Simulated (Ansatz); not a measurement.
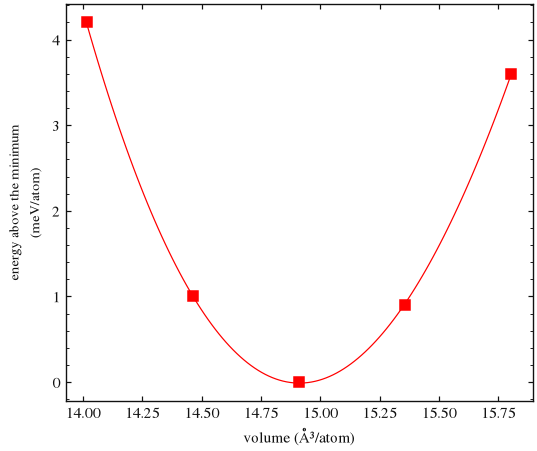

The figure shows the energy above the minimum against volume for SiO₂, space group I-42d (No. 122).

Cell as given: a = 5.060 Å, b = 5.060 Å, c = 5.060 Å, α = 121.48°, β = 121.48°, γ = 87.46°; 6 atoms.

Calculation (Ansatz 0.2.0): third-order Birch-Murnaghan fit to density functional energies at scaled volumes of the given relaxed cell, shape and atoms relaxed at each volume; energies count from the fitted minimum; plane waves with PAW datasets, Γ-centred k mesh. Level: r2SCAN, no spin polarisation.

wave cutoff 500 eV; k mesh 8×8×8; occupations Gaussian; smearing width 0.02 eV.

> What equilibrium volume and bulk modulus follow from the curve?

A third-order Birch–Murnaghan fit gives V0 = 14.91 Å³/atom, B0 = 23.2 GPa.
